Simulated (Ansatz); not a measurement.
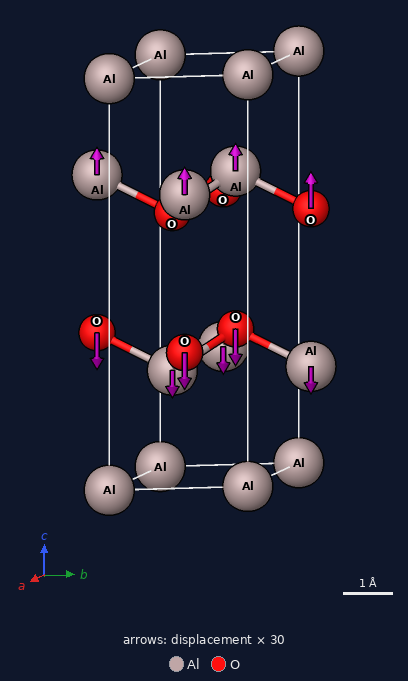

This is a relaxation of crystalline Al₃O₂ (built on the A-type sesquioxide_164 type). The starting structure is drawn; purple arrows show the displacements (the part carried along by the change of the cell is left out), 30 times their true length.

The picture is a ball-and-stick view of the cell of the calculation, seen slightly off an axis.

Case: anti-A-type sesquioxide type (P-3m1, No. 164).

Level of theory: Ansatz 0.2.0, DFT r2SCAN, scalar-relativistic, plane waves, PAW. Settings: plane-wave cutoff 500 eV; k-point mesh 12 × 12 × 6; occupations gaussian; smearing width 0.1 eV; no spin polarisation; cell and atoms relaxed; force threshold 0.01 eV/Å; at most 80 steps.

### What did the optimiser do to the structure, and how much energy did it gain?

The largest moves relative to the cell, 0.027 Å, are those of O atoms. By element the largest moves are O 0.027 Å, Al 0.020 Å. The volume changes by +1.0 %, with a = b 2.904 → 2.906 Å (+0.1 %), c 8.674 → 8.748 Å (+0.8 %). The space group stays P-3m1 (No. 164). After 4 accepted moves (5 points after the start) the energy has fallen by 0.2 meV per atom. The largest force component goes from 0.028 to 0.0015 eV/Å. The pressure goes from 0.30 to 0.02 GPa. At 1 point the geometry stayed and the basis and grid were re-selected for the new cell (energy shift of less than 0.05 meV per atom at most each time). The run took 75 s on 1 thread of Arm Neoverse V2, on a shared host, peak memory 0.56 GiB.
